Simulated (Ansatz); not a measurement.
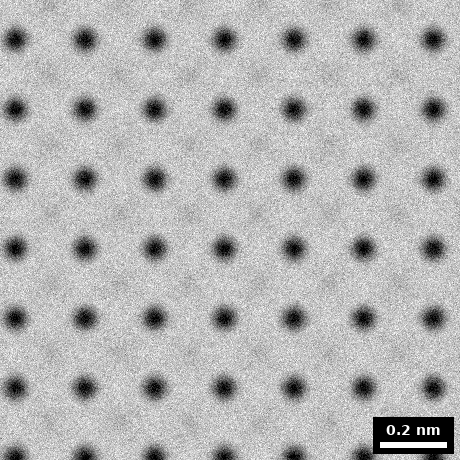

HRTEM-like image of Ta (Fm-3m, No. 225) along [001]. Simulated in the weak-phase-object approximation with neutral-atom potentials: 300 kV, Cs = 10 µm, defocus −53 Å (negative is underfocus), defocus spread 8 Å, aperture 1.62 1/Å. Shot noise was added. Model: the end point of a relaxation with DFT, revPBE, plane waves (420 eV) with PAW, scalar-relativistic (Ansatz); the starting structure was generated, so it need not be a known form of this composition.

Do the atom columns appear dark or bright, and why?

Answer. Dark. With positive Cs and underfocus sin χ is negative over the pass band, so the strongest columns (Ta) come out darker than the background.

What point resolution do these settings give, and which lattice spacings pass?

Answer. About 0.6 Å (0.66 |Cs|^(1/4) λ^(3/4) with λ = 0.0197 Å). The spacings that carry visible contrast are {200} at 2.12 Å, {220} at 1.50 Å, {400} at 1.06 Å, {420} at 0.95 Å.
